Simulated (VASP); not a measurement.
Geometry relaxation, with input and output: SiC (part 2 of 2)

The same run, continued: SiC (F-43m, 2 atoms in the cell); Kohn-Sham DFT of a periodic cell, r2SCAN, VASP PAW PBE potentials, recommended, no spin polarisation (VASP 6.6.1); cutoff 600 eV, 10×10×10 k-mesh, Gaussian smearing of 0.02 eV. The structure derives from an entry of the Crystallography Open Database.

Geometry of the input (Å; fractional positions):
```
0.0000  2.1790  2.1790
2.1790  0.0000  2.1790
2.1790  2.1790  0.0000
Si 0.0000  0.0000  0.0000
C  0.2500  0.2500  0.2500
```

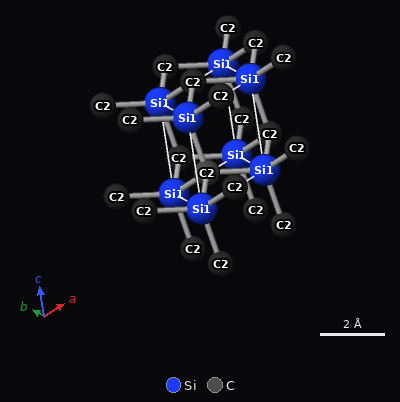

The geometry at step 1 of the log (ball-and-stick view of the cell of the calculation, seen slightly off an axis; neighbours outside the cell are drawn fainter; atoms are numbered from 1 in the order of the input).

### Parts of OUTCAR, continued
```
   k-points           NKPTS =     47   k-points in BZ     NKDIM =     47   number of bands    NBANDS=      8
   number of dos      NEDOS =    301   number of ions     NIONS =      2
   total plane-waves  NPLWV =  21952
   dimension x,y,z NGX =    28 NGY =   28 NGZ =   28
   dimension x,y,z NGXF=    56 NGYF=   56 NGZF=   56
   ions per type =               1   1
   NGX,Y,Z   is equivalent  to a cutoff of  15.11, 15.11, 15.11 a.u.
   NGXF,Y,Z  is equivalent  to a cutoff of  30.21, 30.21, 30.21 a.u.
 SYSTEM =  unknown system
   PREC   = accura    normal or accurate (medium, high low for compatibility)
   ISTART =      0    job   : 0-new  1-cont  2-samecut
   ICHARG =      2    charge: 1-file 2-atom 10-const
   ISPIN  =      1    spin polarized calculation?
   LNONCOLLINEAR =      F non collinear calculations
   LSORBIT =      F    spin-orbit coupling
   LASPH  =      T    aspherical Exc in radial PAW
   ENCUT  =  600.0 eV  44.10 Ry    6.64 a.u.   6.15  6.15  6.15*2*pi/ulx,y,z
   NELM   =     80;   NELMIN=  2; NELMDL= -5     # of ELM steps
   EDIFF  = 0.1E-06   stopping-criterion for ELM
   LREAL  =      F    real-space projection
   EDIFFG = -.4E-02   stopping-criterion for IOM
   NSW    =     80    number of steps for IOM
   IBRION =      2    ionic relax: 0-MD 1-quasi-New 2-CG
   NFREE  =      1    steps in history (QN), initial steepest desc. (CG)
   ISIF   =      3    stress and relaxation
   ISYM   =      2    0-nonsym 1-usesym 2-fastsym
   POTIM  = 0.5000    time-step for ionic-motion
   TEBEG  =    0.0;   TEEND  =   0.0 temperature during run
   PSTRESS=    0.0 pullay stress
   NELECT =       8.0000    total number of electrons
   NUPDOWN=      -1.0000    fix difference up-down
   EMIN   =  10.00;   EMAX   =-10.00  energy-range for DOS
   EFERMI =   0.00;   METHOD = LEGACY
   ISMEAR =     0;   SIGMA  =   0.02  broadening in eV -4-tet -1-fermi 0-gaus
   EFERMI_NEDOS =   21; number of points for ismear=-14 and -15
   IALGO  =     38    algorithm
   IMIX   =      4    mixing-type and parameters
     AMIX     =   0.40;   BMIX     =  1.00
     AMIX_MAG =   1.60;   BMIX_MAG =  1.00
  volume/ion in A,a.u.               =      10.35        69.82
  Fermi-wavevector in a.u.,A,eV,Ry     =   1.192626  2.253736 19.352338  1.422357
  Thomas-Fermi vector in A             =   2.328660
   LORBIT       =      0    0 simple, 1 ext, 2 COOP (PROOUT), +10 PAW based schemes
   METAGGA = R2SCAN    functional components
   LHFCALC =     F    Hartree Fock is set to
   AEXX    =    0.0000 exact exchange contribution
   IVDW    =     0    specifies the selected vdW correction
   LEPSILON=     F    determine dielectric tensor
   LRPA    =     F    only Hartree local field effects (RPA)
 conjugate gradient relaxation of ions
 non-spin polarized calculation
 Gauss-broadening in eV      SIGMA  =   0.02
  energy-cutoff  :      600.00
  volume of cell :       20.69
 maximum number of plane-waves:       701
 NGX is ok and might be reduce to    28
   NGX = 13   NGY = 13   NGZ = 13

--------------------------------------- Ionic step        1  -------------------------------------------

 number of electron       8.0000000 magnetization

 Free energy of the ion-electron system (eV)
  ---------------------------------------------------
  ext. energy  EPLUGINS =         0.00000000
  ---------------------------------------------------
  free energy    TOTEN  =       -19.32891977 eV

  energy without entropy =      -19.32891977  energy(sigma->0) =      -19.32891977

------------------------ aborting loop because EDIFF is reached ----------------------------------------

  FORCE on cell =-STRESS in cart. coord.  units (eV):
  Direction    XX          YY          ZZ          XY          YZ          ZX
  --------------------------------------------------------------------------------------
  -------------------------------------------------------------------------------------
  Total       -0.0790989     -0.0790989     -0.0790989      0.0000000      0.0000000      0.0000000
  in kB       -6.1246225     -6.1246225     -6.1246225      0.0000000      0.0000000      0.0000000
  external PRESSURE =      -6.1246225 kB  Pullay stress =       0.0000000 kB

 VOLUME and BASIS-vectors are now :
 -----------------------------------------------------------------------------
  energy-cutoff  :      600.00
  volume of cell :       20.69
      direct lattice vectors                 reciprocal lattice vectors
     0.000000000  2.179000000  2.179000000    -0.229463056  0.229463056  0.229463056
     2.179000000  0.000000000  2.179000000     0.229463056 -0.229463056  0.229463056
     2.179000000  2.179000000  0.000000000     0.229463056  0.229463056 -0.229463056

 POSITION                                       TOTAL-FORCE (eV/Angst)
 -----------------------------------------------------------------------------------
      0.00000      0.00000      0.00000        -0.000000     -0.000000     -0.000000
      1.08950      1.08950      1.08950         0.000000      0.000000      0.000000
 -----------------------------------------------------------------------------------
    total drift:                                0.000000      0.000000      0.000000

  FREE ENERGIE OF THE ION-ELECTRON SYSTEM (eV)
  ---------------------------------------------------
  free  energy   TOTEN  =       -19.3289197727 eV

  energy  without entropy=      -19.3289197727  energy(sigma->0) =      -19.32891977

--------------------------------------- Ionic step        2  -------------------------------------------

 number of electron       8.0000000 magnetization

------------------------ aborting loop because EDIFF is reached ----------------------------------------

  FORCE on cell =-STRESS in cart. coord.  units (eV):
  Direction    XX          YY          ZZ          XY          YZ          ZX
  --------------------------------------------------------------------------------------
  -------------------------------------------------------------------------------------
  Total        0.0882792      0.0882792      0.0882792     -0.0000000      0.0000000      0.0000000
  in kB        6.8747253      6.8747253      6.8747253     -0.0000000      0.0000000      0.0000000
  external PRESSURE =       6.8747253 kB  Pullay stress =       0.0000000 kB

 VOLUME and BASIS-vectors are now :
 -----------------------------------------------------------------------------
  energy-cutoff  :      600.00
  volume of cell :       20.57
      direct lattice vectors                 reciprocal lattice vectors
     0.000000000  2.174842533  2.174842533    -0.229901702  0.229901702  0.229901702
     2.174842533  0.000000000  2.174842533     0.229901702 -0.229901702  0.229901702
     2.174842533  2.174842533  0.000000000     0.229901702  0.229901702 -0.229901702

 POSITION                                       TOTAL-FORCE (eV/Angst)
 -----------------------------------------------------------------------------------
      2.17484      2.17484      4.34969        -0.000000     -0.000000     -0.000000
      1.08742      1.08742      1.08742         0.000000      0.000000      0.000000
 -----------------------------------------------------------------------------------
    total drift:                                0.000000      0.000000      0.000000

  FREE ENERGIE OF THE ION-ELECTRON SYSTEM (eV)
  ---------------------------------------------------
  free  energy   TOTEN  =       -19.3288942643 eV

  energy  without entropy=      -19.3288942643  energy(sigma->0) =      -19.32889426

--------------------------------------- Ionic step        3  -------------------------------------------

 number of electron       8.0000000 magnetization

 Free energy of the ion-electron system (eV)
  ---------------------------------------------------
  ext. energy  EPLUGINS =         0.00000000
  ---------------------------------------------------
  free energy    TOTEN  =       -19.32902720 eV

  energy without entropy =      -19.32902720  energy(sigma->0) =      -19.32902720

 E-fermi :   8.1899     XC(G=0): -11.9464     alpha+bet :-16.4794

 val. band max:        8.0115399814   @ k =   0.0000   0.0000   0.0000
 cond. band min:       9.7356322476   @ k =   0.5000   0.5000   0.0000
 fundamental gap:      1.7240922662
 Fermi energy:         8.1898778417

 k-point     1 :       0.0000    0.0000    0.0000
  band No.  band energies     occupation
      1      -8.1891      2.00000
      2       8.0115      2.00000
      3       8.0115      2.00000
      4       8.0115      2.00000
      5      14.8797      0.00000
      6      15.8819      0.00000
      7      15.8819      0.00000
      8      15.8819      0.00000

 k-point     2 :       0.1000    0.0000    0.0000
  band No.  band energies     occupation
      1      -7.9863      2.00000
      2       6.9626      2.00000
      3       7.8716      2.00000
      4       7.8716      2.00000
      5      15.1287      0.00000
      6      16.1411      0.00000
      7      16.1411      0.00000
      8      16.2298      0.00000

 k-point     3 :       0.2000    0.0000    0.0000
  band No.  band energies     occupation
      1      -7.3878      2.00000
      2       4.7511      2.00000
      3       7.5497      2.00000
      4       7.5497      2.00000
      5      14.8155      0.00000
      6      16.5208      0.00000
      7      16.5208      0.00000
      8      17.5786      0.00000

 k-point     4 :       0.3000    0.0000    0.0000
  band No.  band energies     occupation
      1      -6.4346      2.00000
      2       2.3429      2.00000
      3       7.2168      2.00000
      4       7.2168      2.00000
      5      14.3999      0.00000
      6      16.3622      0.00000
      7      16.3622      0.00000
      8      18.6517      0.00000

 k-point     5 :       0.4000    0.0000    0.0000
  band No.  band energies     occupation
      1      -5.2714      2.00000
      2       0.2248      2.00000
      3       6.9856      2.00000
      4       6.9856      2.00000
      5      14.1238      0.00000
      6      15.9548      0.00000
      7      15.9548      0.00000
      8      18.9724      0.00000

 [... the levels of 18 k-points are left out ...]

 k-point    24 :       0.4000    0.3000    0.0000
  band No.  band energies     occupation
      1      -4.9478      2.00000
      2       2.1729      2.00000
      3       4.7350      2.00000
      4       5.2617      2.00000
      5      11.3122      0.00000
      6      14.1858      0.00000
      7      20.5412      0.00000
      8      20.8421      0.00000

 [... further k-points ...]

------------------------ aborting loop because EDIFF is reached ----------------------------------------

  FORCE on cell =-STRESS in cart. coord.  units (eV):
  Direction    XX          YY          ZZ          XY          YZ          ZX
  --------------------------------------------------------------------------------------
  -------------------------------------------------------------------------------------
  Total        0.0000993      0.0000993      0.0000993      0.0000000      0.0000000      0.0000000
  in kB        0.0077072      0.0077072      0.0077072      0.0000000      0.0000000      0.0000000
  external PRESSURE =       0.0077072 kB  Pullay stress =       0.0000000 kB

 VOLUME and BASIS-vectors are now :
 -----------------------------------------------------------------------------
  energy-cutoff  :      600.00
  volume of cell :       20.64
      direct lattice vectors                 reciprocal lattice vectors
     0.000000000  2.177030313  2.177030313    -0.229670665  0.229670665  0.229670665
     2.177030313  0.000000000  2.177030313     0.229670665 -0.229670665  0.229670665
     2.177030313  2.177030313  0.000000000     0.229670665  0.229670665 -0.229670665

 POSITION                                       TOTAL-FORCE (eV/Angst)
 -----------------------------------------------------------------------------------
      0.00000      0.00000      0.00000        -0.000000     -0.000000     -0.000000
      1.08852      1.08852      1.08852         0.000000      0.000000      0.000000
 -----------------------------------------------------------------------------------
    total drift:                                0.000000      0.000000      0.000000

  FREE ENERGIE OF THE ION-ELECTRON SYSTEM (eV)
  ---------------------------------------------------
  free  energy   TOTEN  =       -19.3290271965 eV

  energy  without entropy=      -19.3290271965  energy(sigma->0) =      -19.32902720

 reached required accuracy - stopping structural energy minimisation
```

### CONTCAR
```
SiC
   1.00000000000000
     0.0000000000000000    2.1770303133030531    2.1770303133030531
     2.1770303133030531    0.0000000000000000    2.1770303133030531
     2.1770303133030531    2.1770303133030531    0.0000000000000000
  Si              C
     1     1
Direct
     0.0000000000000000    0.0000000000000000    0.0000000000000000
     0.2500000000000000    0.2500000000000000    0.2500000000000000

  0.00000000E+00  0.00000000E+00  0.00000000E+00
  0.00000000E+00  0.00000000E+00  0.00000000E+00
```

### Trajectory as extended XYZ (Å, eV, eV/Å), 3 frames, from step=0 to step=2
```
2
Lattice="0.0000 2.1790 2.1790 2.1790 0.0000 2.1790 2.1790 2.1790 0.0000" Properties=species:S:1:pos:R:3:forces:R:3 step=0 energy=-19.32892
Si    0.0000    0.0000    0.0000    0.0000   0.0000   0.0000
C     1.0895    1.0895    1.0895    0.0000   0.0000   0.0000
2
Lattice="0.0000 2.1748 2.1748 2.1748 0.0000 2.1748 2.1748 2.1748 0.0000" Properties=species:S:1:pos:R:3:forces:R:3 step=1 energy=-19.32889
Si    2.1748    2.1748    4.3497    0.0000   0.0000   0.0000
C     1.0874    1.0874    1.0874    0.0000   0.0000   0.0000
2
Lattice="0.0000 2.1770 2.1770 2.1770 0.0000 2.1770 2.1770 2.1770 0.0000" Properties=species:S:1:pos:R:3:forces:R:3 step=2 energy=-19.32903
Si    0.0000    0.0000    0.0000    0.0000   0.0000   0.0000
C     1.0885    1.0885    1.0885    0.0000   0.0000   0.0000
```

### Summary

```tsv
quantity	value
outcome	converged
space group (tolerance 0.01 Å)	F-43m (216)
electrons treated	8
free energy	−19.3290 eV
Fermi energy	8.190 eV
gap on the k-point mesh	1.72 eV
pressure	0.00 GPa
final volume	20.64 Å³
largest force (length of the vector) at the end	under 0.001 eV/Å
final cell	a = 3.079 Å, b = 3.079 Å, c = 3.079 Å, α = 60.00°, β = 60.00°, γ = 60.00°
hardware	1 thread of Intel Xeon (Sapphire Rapids), 256 GiB of memory available, shared host
wall time	88 s
peak memory	0.16 GiB
```
